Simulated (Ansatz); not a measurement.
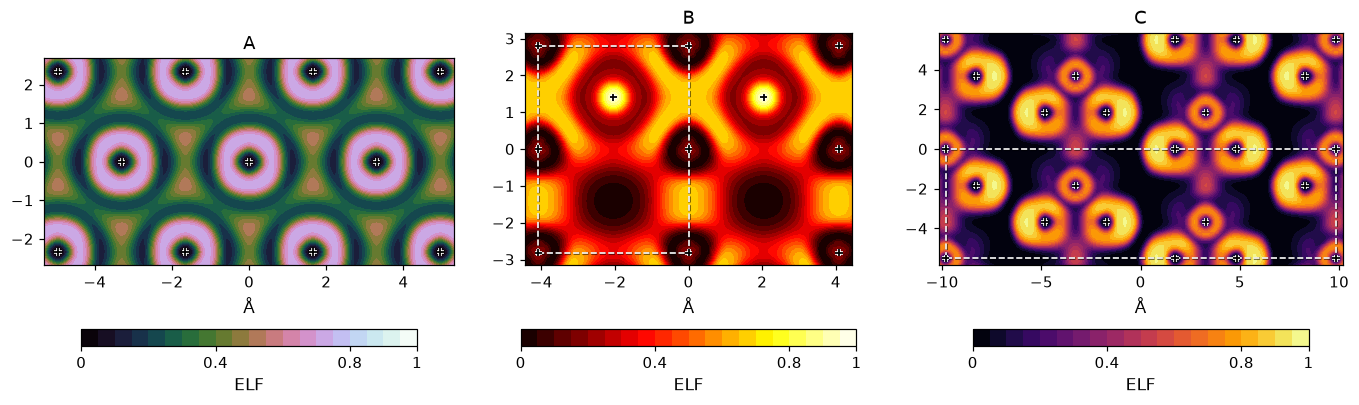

The electron localisation function of 3 systems, each on a plane through atoms (crosses mark nuclei in the plane).

Computed with Ansatz, DFT r2SCAN, scalar-relativistic, plane waves, PAW.

System 1: WS₂, the (110) plane of the conventional cell. Space group R3m; a structure from a database of computed crystals, not necessarily the ambient phase.

System 2: Ta, the (110) plane of the conventional cell. Space group Im-3m; a structure from a database of computed crystals, not necessarily the ambient phase.

System 3: Al₂Cu, the (100) plane of the conventional cell. Space group I4/mmm; a structure from a database of computed crystals, not necessarily the ambient phase; changed on purpose from its base cell (uniaxial strain along c, a, b and atoms relaxed: -2.0 %); computed without spin polarisation.

```cif
data_structure
_symmetry_space_group_name_H-M 'P 1'
_symmetry_Int_Tables_number 1
_cell_length_a 4.0804
_cell_length_b 4.0804
_cell_length_c 5.6195
_cell_angle_alpha 90.000
_cell_angle_beta 90.000
_cell_angle_gamma 90.000
_cell_volume 93.56
loop_
_atom_site_label
_atom_site_type_symbol
_atom_site_fract_x
_atom_site_fract_y
_atom_site_fract_z
_atom_site_occupancy
Al1 Al 0.50000 0.00000 0.25000 1
Al2 Al 0.00000 0.50000 0.25000 1
Al3 Al 0.00000 0.50000 0.75000 1
Al4 Al 0.50000 0.00000 0.75000 1
Cu1 Cu 0.00000 0.00000 0.50000 1
Cu2 Cu 0.50000 0.50000 0.00000 1
```

**Which map belongs to which system?**

Panel A is system 2, Ta: the plane holds Ta. Ta–Ta (2.86 Å): the ELF is about 0.30 at the midpoint; no localised pair shows between them. Panel B is system 3, Al₂Cu: the plane holds Al and Cu. Al–Cu (2.48 Å): the ELF peaks at about 0.70 between the atoms. Panel C is system 1, WS₂: the plane holds W and S. W–S (2.41 Å): the ELF peaks at about 0.85 in the valence shell of S, 0.8 Å from its nucleus, and is about 0.50 at the midpoint.
